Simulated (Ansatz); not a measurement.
System: LiH, space group Fm-3m, 2 atoms in the cell.

```yaml
crystal:
  lattice:
    - [0.00000, 1.99847, 1.99847]
    - [1.99847, 0.00000, 1.99847]
    - [1.99847, 1.99847, 0.00000]
  atoms:
    - { symbol: Li, position: [0.00000, 0.00000, 0.00000] }
    - { symbol: H, position: [0.50000, 0.50000, 0.50000] }
```

Computed with Ansatz 0.2.0: DFT, PBEsol, plane waves, PAW, no spin polarisation, 8×8×8 k mesh, 420 eV cutoff.

What does the calculation give for the electronic structure?

There is a gap; over the k points computed it is 2.74 eV (direct among those points). The upper group of valence states starts about 5.6 eV under the valence-band top, with a gap beneath it; it holds about 2 electrons a cell.

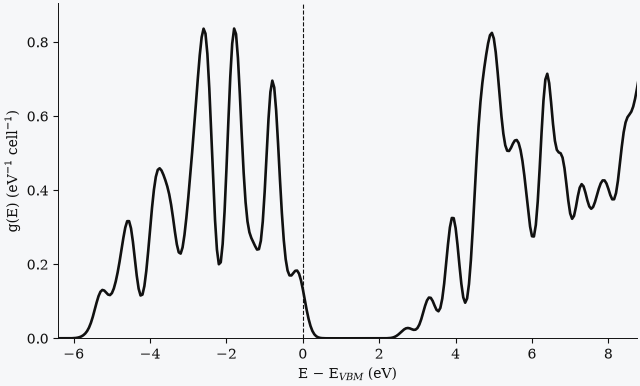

Density of states. Energies are counted from the top of the valence band. The curve is built from the levels of the k mesh with Gaussians 0.4 eV wide, which also blur the band edges.
